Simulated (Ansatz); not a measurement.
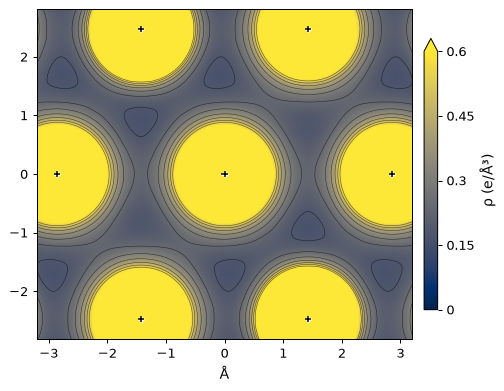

The valence charge density (pseudo) on a plane through atoms (crosses mark nuclei in the plane).

Theory: DFT PBE, scalar-relativistic, plane waves, PAW (Ansatz 0.2.0).

Candidates:
A. NiGe₃, a = 4.04 Å, b = 4.04 Å, c = 4.04 Å, α = 90.00°, β = 90.00°, γ = 90.00°. Space group Pm-3m; started from the Cu3Au (L1_2) prototype, which need not be the ambient phase; the program warned that a starting moment wasn't kept; spin-polarised, but the moments vanished.
B. Ni, a = 3.52 Å, b = 3.52 Å, c = 3.52 Å, α = 90.00°, β = 90.00°, γ = 90.00°. Space group Fm-3m; spin-polarised.

### Which candidate gave the map?

Candidate A: NiGe₃ on the (111) plane of the conventional cell, which holds Ge and Ni. Ni–Ge (2.85 Å): ρ at the midpoint is about 0.21 e/Å³.
